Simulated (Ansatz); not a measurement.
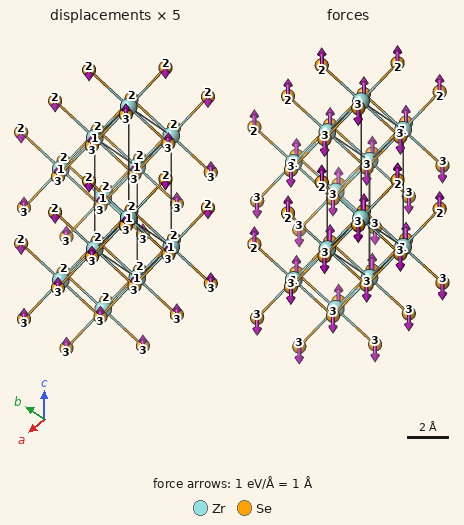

Left: a symmetric starting cell of ZrSe2, with purple arrows for the displacements applied to it (without the part that the change of the cell carries along). Right: the displaced structure with the computed forces. Besides, the cell is strained by +5.2 % along c and −0.8 % across it (volume +3.5 %). A ball-and-stick model of the cell of the calculation, repeated 2 × 1 × 1 with one cell outlined, seen from a free direction.

Method: DFT PBE, scalar-relativistic, plane waves, PAW (Ansatz). (plane-wave cutoff 420 eV; k-point mesh 12 × 12 × 6; occupations gaussian; smearing width 0.05 eV; no spin polarisation)

### How do the forces relate to the distortion?

The Se atoms are displaced by 0.13 Å relative to the cell: Se3 0.13 Å along +c. No relaxation follows. The starting cell wasn't computed here and needn't be at equilibrium, so pressure and forces aren't due to the change alone. The pressure is 5.3 GPa (not all of it need come from the change, since the unchanged cell can be under pressure at this level too). The principal stresses (compression positive) are 6.3 GPa along c and 4.7 GPa across it. The largest forces, 1 eV/Å, act on Se2 and Se3; on Se2 it points along +c. The forces point straight back along the displacements (cosine −1.00). Among the bonded contacts that change: Se–Zr 2.684 → 2.642 Å. The space group stays P-3m1 (No. 164).
